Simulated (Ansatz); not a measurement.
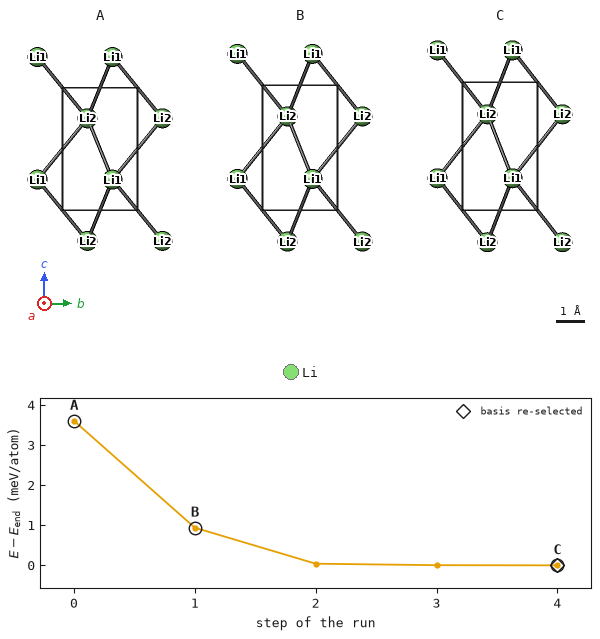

Frames of a relaxation of solid Li (set up in P6_3/mmc), marked on the history of the run. Style: ball-and-stick. Shown: the cell of the calculation, along the a axis.

Case: film's bulk on the substrate's plane, third vector and atoms relaxed.

Level of theory: Ansatz 0.2.0, DFT PBE+D3(BJ), scalar-relativistic, plane waves, PAW. Set-up: plane-wave cutoff 420 eV; k-point mesh 12 × 12 × 8; occupations gaussian; smearing width 0.1 eV; no spin polarisation; cell relaxed at fixed a, b, gamma; force threshold 0.01 eV/Å; at most 50 steps.

Question: Describe the path.

Answer: The atoms keep their places relative to the cell (all moves are under 0.005 Å). The drawn cell changes as follows: a = b unchanged at 3.157 Å, c 4.471 → 4.667 Å (+4.4 %); the volume changes by +4.4 %. Among the contacts that change: Li1–Li2 2.884 → 2.961 Å. Among the angles between lasting bonds that change: Li2–Li1–Li2 101.6° → 104.0°. The space group stays P6_3/mmc (No. 194). Over 3 accepted moves (4 points after the start) the energy falls by 3.6 meV per atom. All forces vanish by symmetry, so only the cell relaxes. Pressure: −0.75 GPa at the start and −1.28 GPa at the end. At 1 point the geometry stayed and the basis and grid were re-selected for the new cell (energy shift of less than 0.05 meV per atom at most each time). The run took roughly 6 core-seconds on a shared host. From step 0 to 1: volume +2.1 %, energy −2.7 meV per atom. From step 1 to 4: volume +2.3 %, energy −0.9 meV per atom.

| step | E − E(0), meV/atom | pressure, GPa | volume, Å³/atom | note |
| --- | --- | --- | --- | --- |
| 0 | 0.00 | -0.75 | 19.297 |  |
| 1 | -2.67 | -1.02 | 19.698 |  |
| 2 | -3.56 | -1.24 | 20.061 |  |
| 3 | -3.60 | -1.28 | 20.142 |  |
| 4 | -3.60 | -1.28 | 20.142 | same geometry, new basis |
